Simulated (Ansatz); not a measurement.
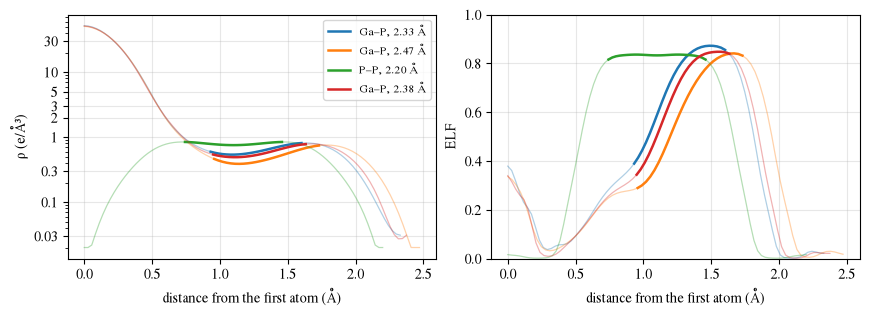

*GaP. Valence electron density and ELF along straight lines between neighbouring atoms. Thin, pale parts lie inside the atomic spheres.*

Space group Cmcm; a generated structure, not necessarily the stable one; computed pressure about 31 GPa in this cell.

These are results of DFT LDA, scalar-relativistic, plane waves, PAW (Ansatz), not measurements.

Core electrons are frozen (PAW), and the valence fields are smoothed inside the atomic spheres.

Question: What can be read from the curves?

Answer: Ga–P (2.33 Å): ρ is about 0.55 e/Å³ halfway; the ELF peaks at about 0.85 in the valence shell of P, 0.8 Å from its nucleus, and is about 0.70 at the midpoint.
Ga–P (2.47 Å): ρ at the midpoint is about 0.4 e/Å³; the ELF peaks at about 0.85 in the valence shell of P, 0.8 Å from its nucleus, and is about 0.55 at the midpoint.
P–P (2.20 Å): the density is about 0.75 e/Å³ at the midpoint; the ELF peaks at about 0.85 between the atoms.
Ga–P (2.38 Å): ρ is about 0.5 e/Å³ halfway; the ELF peaks at about 0.85 in the valence shell of P, 0.8 Å from its nucleus, and is about 0.65 at the midpoint.
